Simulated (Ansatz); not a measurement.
Start from this file.

```
Li Nb O
1.0
     5.26944    0.00000    0.00000
    -2.63472    4.56347    0.00000
     0.00000    0.00000   13.90310
Li Nb O
6 6 18
Cartesian
  0.0000 3.0423 5.7930
  0.0000 0.0000 3.4758
  0.0000 0.0000 10.4273
  2.6347 1.5212 8.1101
  2.6347 1.5212 1.1586
  0.0000 3.0423 12.7445
  2.6347 1.5212 4.6344
  5.2694 0.0000 6.9515
  0.0000 3.0423 9.2687
  2.6347 1.5212 11.5859
  -2.6347 4.5635 0.0000
  0.0000 3.0423 2.3172
  2.0004 0.0000 3.4758
  1.6345 2.8310 3.4758
  3.2690 3.0423 5.7930
  1.0002 1.3099 5.7930
  3.6349 0.2113 5.7930
  4.2692 1.7324 3.4758
  -0.6343 1.5212 8.1101
  -1.0002 4.3522 8.1101
  3.2690 0.0000 10.4273
  3.6349 2.8310 10.4273
  1.0002 1.7324 10.4273
  1.6345 3.2536 8.1101
  2.0004 3.0423 12.7445
  4.2692 1.3099 12.7445
  0.6343 1.5212 1.1586
  1.0002 4.3522 1.1586
  -1.6345 3.2536 1.1586
  1.6345 0.2113 12.7445
```

What does this file describe?

The stoichiometry is LiNbO3. The atoms follow space group R-3c (No. 167); the Bravais lattice is rhombohedral (trigonal R). One cell contains 6 Li, 6 Nb, 18 O, 30 atoms in all. The polyhedra are NbO6 octahedra; they share corners. Each Li is bonded to three O in a trigonal planar arrangement at 2.00 Å. The Nb atoms are each bonded to six O in an octahedral arrangement at 2.01 Å. The O atoms are each bonded to two Nb and one Li (2.01 Å to Nb, 2.00 Å to Li). The bonds build a three-dimensional framework.

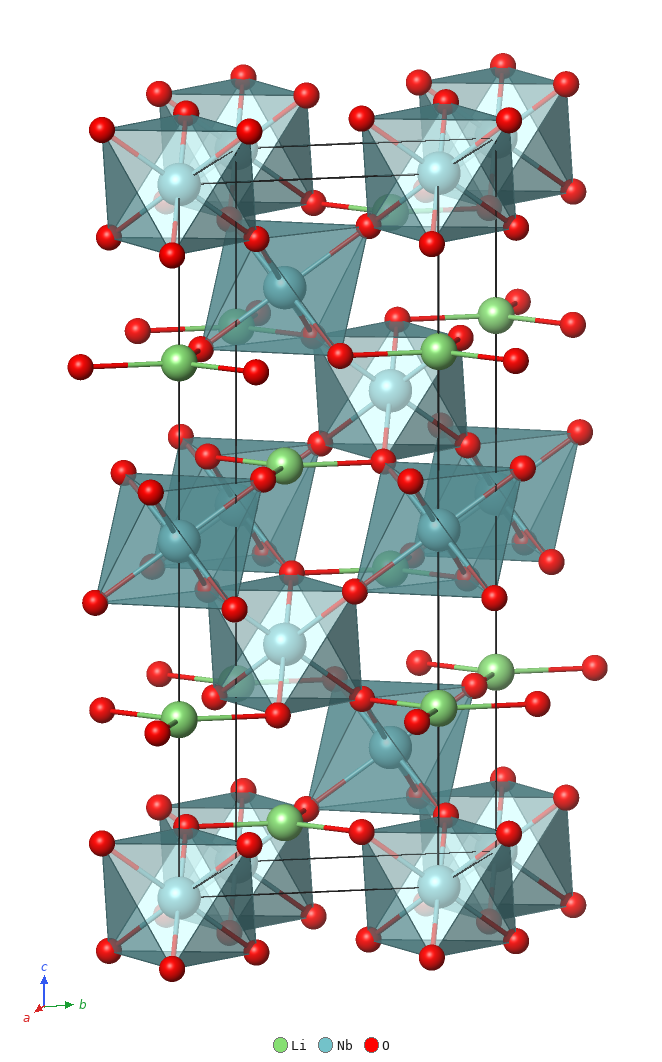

Polyhedral drawing of the structure, looking slightly off an axis. The frame is the conventional unit cell; atoms at its boundary are shown with their periodic copies. A few atoms beyond the faces are included. Colours: lithium green, niobium teal, oxygen red.

Provenance: a structure listed in the Materials Project. Earlier steps of the study may have refined or changed the cell and positions. Ansatz was used for an electronic-structure calculation on it.

At this level of theory the cell isn't at rest (stretched, at -5 GPa), so its distances can differ from those at equilibrium, the more so the softer the solid.
